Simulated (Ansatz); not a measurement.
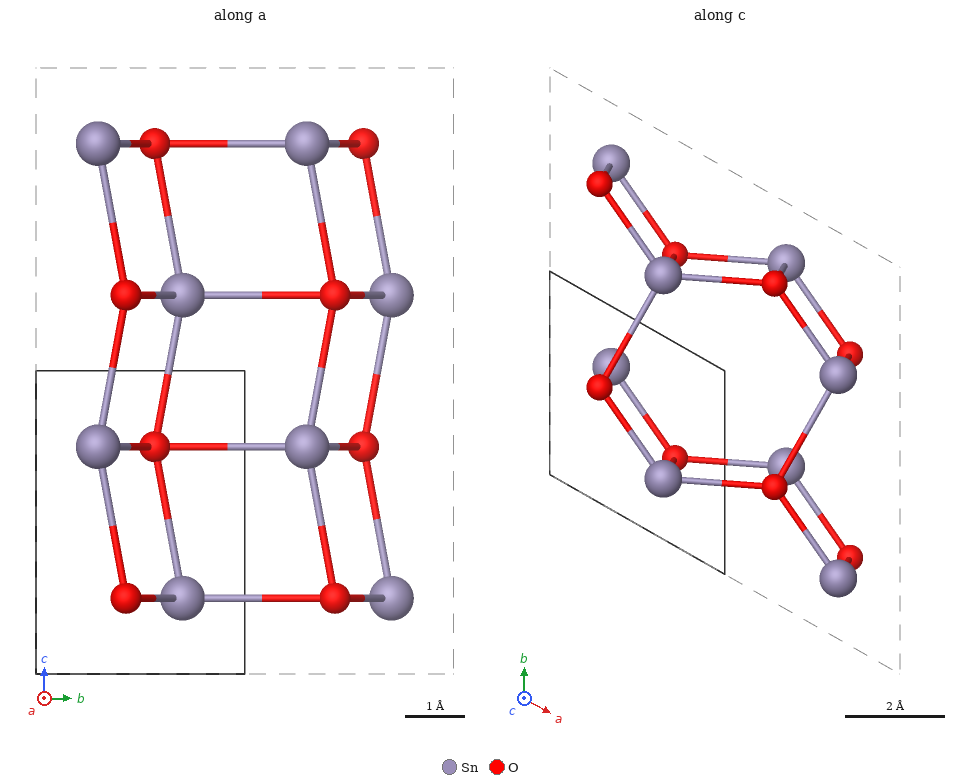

The image is a ball-and-stick drawing of a crystal, viewed along the a axis and along the c axis. The picture spans 2×2×2 cells, one simulation cell being drawn with solid lines.

The program read this input:
```yaml
crystal:
  lattice:
    - [4.0710427221, 0.0, 0.0]
    - [-2.035521361, 3.5727872084, 0.0]
    - [0.0, 0.0, 5.1854029691]
  atoms:
    - { symbol: Sn, position: [0.3511104838, 0.7022209675, 0.25] }
    - { symbol: Sn, position: [0.6488895162, 0.2977790325, 0.75] }
    - { symbol: O, position: [0.7156805601, 0.4313611203, 0.25] }
    - { symbol: O, position: [0.2843194399, 0.5686388797, 0.75] }
kpoints:
  mp_grid: { grid: [12, 12, 6] }
  band_path:
    path:
      - [0.0, 0.0, 0.0]
      - [0.5, 0.0, 0.0]
      - [0.3333333333, 0.3333333333, 0.0]
      - [0.0, 0.0, 0.5]
      - [0.5, 0.0, 0.5]
      - [0.3333333333, 0.3333333333, 0.5]
    npoints: 1
hamiltonian:
  xc: pbe
scf:
  occupations: { method: fermi_dirac, width: 0.02 }
  n_extra_bands: 5
output:
  forces: true
  stress: true
  eigenvalues: true
  write_density: true
  write_potential: true
  elf: true
  volumetric_format: npy
```
Run as:
```sh
ansatz run input.yaml --threads 4 --pin off --max-ram 3686MiB --backend cpu --events-out ev --progress --plain --runs-dir out
```

Calculation details: DFT, PBE, plane waves, PAW (Ansatz); E_cut = 420 eV, a 12×12×6 grid in reciprocal space, Fermi-Dirac smearing of 0.02 eV, no spin polarisation.

> Metal or not?

A semiconductor at this level, with a gap of 0.62 eV, indirect; the smallest direct gap is 0.73 eV.

> Under what pressure is the structure?

The computed pressure is 3.5 GPa (compressed: it would expand). The stress isn't hydrostatic: its largest component is 7.5 GPa.

The starting point was a structure type filled with these elements by a generator (whether the compound takes this form wasn't checked). The cell was then strained or its atoms displaced on purpose. It was the input of a calculation with Ansatz.
